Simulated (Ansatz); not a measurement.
Single-point calculation of Al

Al (slab, 12 atoms in the cell), computed with DFT PBE, scalar-relativistic, plane waves, PAW, no spin polarisation (Ansatz 0.2.0).

The structure derives from an entry of the Crystallography Open Database. It belongs to a series of runs on one base structure; here: the film alone at its places in the stack. Figures and captions count atoms from 1; the log counts them from 0 in places.

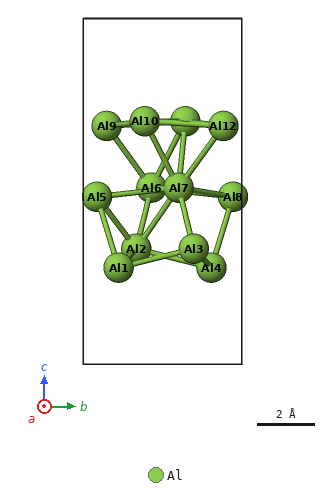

The input geometry (ball-and-stick view of the cell of the calculation, with the vacuum cut short, along the a axis; atoms are numbered from 1 in the order of the input).

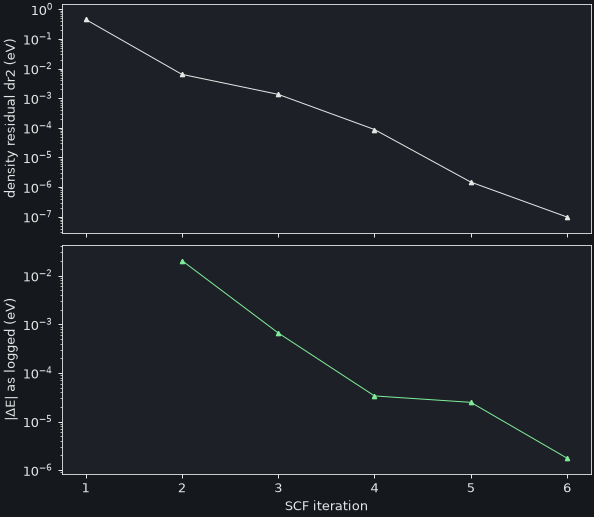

Convergence of the self-consistent field: density residual dr2 and size of the energy change against the SCF iteration. The residual falls at every step.

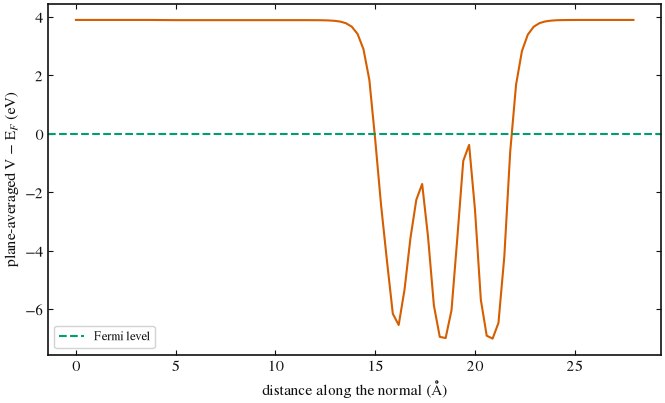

Plane average of the electrostatic potential energy of an electron across the cell, from the Fermi level. The vacuum level lies 3.90 eV above the Fermi level.

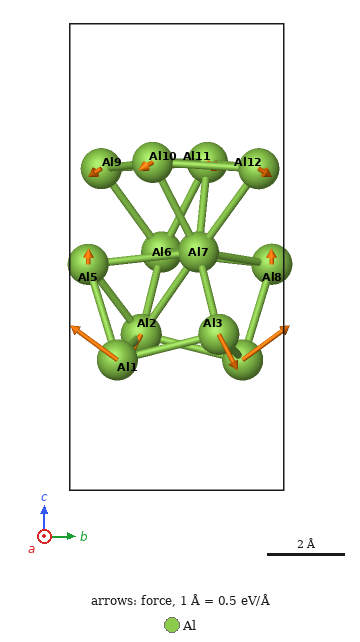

Forces on the atoms as orange arrows (ball-and-stick view of the cell of the calculation, with the vacuum cut short, along the a axis; atoms are numbered from 1 in the order of the input); the smallest are left out. The largest act on Al1, Al4 (0.76 eV/Å); Al2, Al3 (0.53 eV/Å); Al10, Al11 (0.24 eV/Å). The geometry is not a stationary point of this energy.

These pictures come from the run below.

Input file
```yaml
crystal:
  lattice:
    - [5.2430304069, 0.0, 0.0]
    - [0.0, 5.5744824025, 0.0]
    - [0.0, 0.0, 28.2331657248]
  atoms:
    - { symbol: Al, position: [0.8959822941, 0.2230748869, 0.5579883293] }
    - { symbol: Al, position: [0.3868208657, 0.3345954929, 0.5815664838] }
    - { symbol: Al, position: [0.8869259293, 0.6966439442, 0.5815603467] }
    - { symbol: Al, position: [0.3961685048, 0.8081493745, 0.5579849961] }
    - { symbol: Al, position: [0.6580078189, 0.0869347312, 0.6461569812] }
    - { symbol: Al, position: [0.0711892228, 0.4300618043, 0.6575197607] }
    - { symbol: Al, position: [0.5712626529, 0.6011841884, 0.6574894113] }
    - { symbol: Al, position: [0.1580563929, 0.9441913923, 0.6462204429] }
    - { symbol: Al, position: [0.2884024931, 0.1479584872, 0.7343086209] }
    - { symbol: Al, position: [0.7671420571, 0.3880565095, 0.7401209596] }
    - { symbol: Al, position: [0.2671631682, 0.6435997101, 0.7400823025] }
    - { symbol: Al, position: [0.788324658, 0.8836074992, 0.7342694365] }
basis:
  ecutwfc: 420
kpoints:
  mp_grid: { grid: [7, 6, 1] }
hamiltonian:
  xc: pbe
scf:
  occupations: { method: gaussian, width: 0.1 }
output:
  forces: true
  stress: true
  eigenvalues: true
efield:
  axis: 3
  dipole_correction: true
  ramp_width: 0.04
```

Command:
```bash
ansatz run input.yaml --threads 4 --pin off --max-ram 10240MiB --backend cpu --events-out ev --progress --plain --runs-dir out
```

What the program printed
```
Engine: ansatz 0.2.0, x86_64-unknown-linux-gnu
Pseudopotentials: kind: paw
Pseudopotential: Al, paw, valence charge 3, recommended cutoff 420 eV (normal), Al.paw.azcp
Functional definition: PBE
  parameter kappa = 0.804
  parameter beta = 0.06672455060314922
  exchange = pbe_x(kappa = kappa, mu = beta*pi^2/3)
  correlation = pbe_c(beta = beta)
Crystal: 12 atoms, lattice volume = 825.176 Å³
Basis set: ecut = 420 eV, 16137 PW (Γ), exchange–correlation on 72×80×384 points (8 copies of the dense FFT grid, shifted against one another)
Bands: 30, of which v1, the nominal top of the filled ones, is band 18 counted from 1 (17 counted from 0)
Symmetry: 1 space group operations
Space group: P1 (ITA 1), of the structure as read, at distance tolerance 9.4e-5 Å
k-points: 22 of 42 (time reversal used)
Non-local potential: Al, projectors of the file, l = 0: 2, l = 1: 2, l = 2: 1
PAW form: soft (Blöchl's): semilocal exchange-correlation on the pseudo side does not see the compensation charge
PAW one-centre angular grid: Al, 110 points (default); XC on 64 Gauss nodes
Initial density: superposition of atomic densities (neutral atoms: chi_scale 0, normalization atom), corrected by the library's trained network
Initial wavefunctions: pseudopotential atomic-orbital guess
Functional: x = pbe(κ = 0.804, μ = 0.2195149727645171), c = pbe(β = 0.06672455060314922)
SCF iter   1: F=—  HF=-6446.112187 eV  |F-HF|=—  |Δ(HF+E_count)|=         —  Δρ=1.49e-3  dr2=4.57e-1  ethr=1.77e-3  p=-0.026 e·Å  D=-5.78e-3 V/Å  ΔV_dip=0.16 eV  dr2_dipole=1.25e-1  V_vac-E_F(+/−)=4.06/3.90 eV  ⟨swp⟩=9.7  Hψ=4418  notcnv=0
efield: sawtooth ramp at fractional position 0.1291 (placed from the atoms, in the widest stretch of the axis that holds none; the zero of the levels goes with the place), width 0.0400; the density the first Hamiltonian is built on has a dipole p = -0.026 e·Å; the dipole correction subtracts the counter field D = -5.78e-3 V/Å, which shifts the + side's vacuum level by +0.16 eV against the − side's; the planar-averaged density in the ramp window peaks in size at 7.3e-7 e/Å³
preconditioner: auto → LDOS  [metal: Δε(μ)=0.025 eV  Ē_g=5.866 eV  σ=0.100 eV  W_gap=0.14  n_scr=54 (ndim 8)  ℏωp=7.8 eV  f_vac=0.636  D(μ)=6.52/eV (n_scr^D=16)  β→1.0]
SCF iter   2: F=—  HF=-6446.091656 eV  |F-HF|=—  |Δ(HF+E_count)|=   2.05e-2  Δρ=5.19e-4  dr2=6.39e-3  ethr=1.27e-3  p=0.006 e·Å  D=1.33e-3 V/Å  ΔV_dip=-0.04 eV  dr2_dipole=1.46e-3  V_vac-E_F(+/−)=3.90/3.93 eV  ⟨swp⟩=1.0  Hψ=836  notcnv=0  defer=24
SCF iter   3: F=—  HF=-6446.092321 eV  |F-HF|=—  |Δ(HF+E_count)|=   6.65e-4  Δρ=1.37e-4  dr2=1.35e-3  ethr=1.78e-5  p=-0.003 e·Å  D=-7.17e-4 V/Å  ΔV_dip=0.02 eV  dr2_dipole=3.73e-4  V_vac-E_F(+/−)=3.92/3.90 eV  ⟨swp⟩=2.1  Hψ=880  notcnv=0  defer=32
SCF iter   4: F=—  HF=-6446.092355 eV  |F-HF|=—  |Δ(HF+E_count)|=   3.36e-5  Δρ=3.45e-5  dr2=8.79e-5  ethr=3.75e-6  p=-0.001 e·Å  D=-2.53e-4 V/Å  ΔV_dip=0.01 eV  dr2_dipole=1.25e-5  V_vac-E_F(+/−)=3.90/3.90 eV  ⟨swp⟩=2.4  Hψ=894  notcnv=0  defer=32
SCF iter   5: F=—  HF=-6446.092380 eV  |F-HF|=—  |Δ(HF+E_count)|=   2.48e-5  Δρ=8.26e-6  dr2=1.48e-6  ethr=2.44e-7  p=-0.001 e·Å  D=-2.66e-4 V/Å  ΔV_dip=0.01 eV  dr2_dipole=1.38e-7  V_vac-E_F(+/−)=3.90/3.89 eV  ⟨swp⟩=2.4  Hψ=927  notcnv=0  defer=32
SCF iter   6: F=-6446.092382 eV  HF=-6446.092381 eV  |F-HF|=1.36e-7  |Δ(HF+E_count)|=   1.76e-6  Δρ=2.02e-6  dr2=9.79e-8  ethr=2.78e-10  p=-0.001 e·Å  D=-2.81e-4 V/Å  ΔV_dip=0.01 eV  dr2_dipole=3.75e-9  V_vac-E_F(+/−)=3.90/3.89 eV  ⟨swp⟩=20.4  Hψ=5001  notcnv=0
SCF 1 converged in 6 iterations: F = -6446.092382 eV  dr2 = 9.79e-8
  greatest PAW one-centre occupation: 0.498 electrons in one spin orbital (limit 2), on the Al atom at site 0 (counted from 0), in its partial waves of l = 0
SCF converged after 6 iterations
Free energy (F): -6446.092382 eV
Harris-Foulkes:  -6446.092381 eV  (|F-HF|=1.36e-7)
Internal energy: -6446.059580 eV  (E = F + TS)
E sigma→0 (E₀):  -6446.075981 eV
Entropy (-TS):   -0.032801 eV (-2.733 meV/atom)
Fermi energy:    -1.003964 eV
Dipole field:    D = -0.000241 V/Å  (p = -0.001098 e·Å, saw-weighted, corrected)
Work function:   Φ+ = 3.9001 eV   Φ− = 3.8933 eV
Levels:          The Fermi level and band energies are counted from a zero that moves with the ramp; work functions are not
--- Per-component energies (eV) ---
  E_band       = -180.098493
  E_kinetic    = 252.679024
  E_local      = -10538.210952  (includes V_loc(G=0)·N_el)
  E_nonlocal   = 126.979058
  E_hartree    = 5176.948355
  E_xc         = -465.313898
  E_vxc        = -331.946667  (∫ρ·V_xc dr)
  E_paw        = -5607.384169  (= ΣΔE_a)
  E_vpaw       = -43.480361  (= ΣTr[D̂ρ^β])
  E_aug_tail   = -0.000024  (compensation charges beyond the density's cutoff)
  E_efield     = 0.000000  (sawtooth field / dipole correction)
  E_vefield    = 0.000952  (∫n·V_field dr)
  E_ewald      = 4608.243027
  E_smearing   = -0.032801  (= −TS)
  E_closure    = -0.000000  (closes the sum)
  Σ components = -6446.092382   (vs F -6446.092382, Δ=0.00e0)
--- Forces (eV/Å), atoms counted from 1 ---
  atom   1  Al    -0.03885749    -0.61500159     0.45056228
  atom   2  Al     0.04370531    -0.24515699    -0.47085809
  atom   3  Al     0.04720451     0.24588425    -0.46976386
  atom   4  Al    -0.04059364     0.61568455     0.45171741
  atom   5  Al     0.01687476     0.00672531     0.20994968
  atom   6  Al    -0.04245388    -0.01463575     0.01770404
  atom   7  Al    -0.04402845     0.01204085     0.01955866
  atom   8  Al     0.01378559    -0.00578156     0.20776774
  atom   9  Al    -0.08327251    -0.17024849    -0.10593036
  atom  10  Al     0.10510039    -0.18314610    -0.10384693
  atom  11  Al     0.10437756     0.18200450    -0.10252364
  atom  12  Al    -0.08183689     0.17163187    -0.10437574
  max |Σ_I F_I| component: 3.88e-5 eV/Å
--- Stress (GPa, compression-positive) ---
       -0.982819      -0.000693       0.028939
       -0.000693      -0.803274      -0.000767
        0.028939      -0.000767      -0.308651
  P = ⅓ Tr σ = -0.6982 GPa (-6.982 kbar)
--- Band table (eV; the first three rows and the last of 22) ---
  k-point 0: bands = ["-11.2737", "-9.5755", "-7.0745", "-6.6358", "-6.5884", "-6.0793", "-5.9587", "-4.9660", "-4.9110", "-4.4507", "-4.2546", "-4.0293", "-2.7013", "-2.4963", "-2.0160", "-1.9164", "-1.6823", "-1.6099", "-1.1176", "-1.0895", "-0.8102", "-0.1779", "-0.0005", "0.3002", "0.5687", "0.6301", "0.7403", "0.9091", "1.3822", "1.6988"]
  k-point 1: bands = ["-11.1425", "-9.4465", "-8.0171", "-6.9340", "-6.3449", "-5.9550", "-5.8372", "-4.9511", "-4.3393", "-4.2050", "-3.9266", "-3.7578", "-3.3599", "-2.9614", "-2.8525", "-1.8520", "-1.6286", "-1.3749", "-1.1988", "-1.0013", "-0.6255", "-0.4524", "0.2065", "0.2892", "0.9109", "1.0480", "1.2246", "1.4353", "1.7671", "1.8557"]
  k-point 2: bands = ["-10.7510", "-9.1869", "-9.0493", "-7.4802", "-6.5492", "-5.5834", "-5.4613", "-5.0265", "-4.0898", "-4.0079", "-3.9636", "-3.6887", "-3.4558", "-3.0952", "-2.5397", "-2.1552", "-2.0652", "-1.5930", "-1.3234", "-1.1722", "-0.3014", "0.1428", "0.2800", "0.9134", "1.1460", "1.2302", "1.5612", "1.8616", "1.8875", "2.1899"]
  k-point 21: bands = ["-10.1625", "-9.4053", "-8.4743", "-7.7240", "-7.0569", "-6.3213", "-5.9765", "-5.4660", "-5.1467", "-4.6493", "-4.0357", "-3.4170", "-2.9666", "-2.7918", "-2.4618", "-2.2511", "-1.9796", "-1.5851", "-0.6575", "-0.1116", "0.0244", "0.3435", "0.7038", "0.8287", "1.0276", "1.2252", "1.5699", "2.4846", "2.7818", "2.9227"]
```

Summary

```csv
quantity,value
outcome,converged
electrons treated,36
free energy,−6446.0924 eV
"work function, top face",3.90 eV
"work function, bottom face",3.89 eV
Fermi energy,−1.004 eV
gap on the k-point mesh,none (metallic)
work function (upper face),3.90 eV
largest force (length of the vector),0.765 eV/Å
hardware,"4 threads of AMD EPYC (Zen 3), 32 GiB of memory available, shared host"
wall time,15 s (CPU time 59 s)
peak memory,1.2 GiB
```
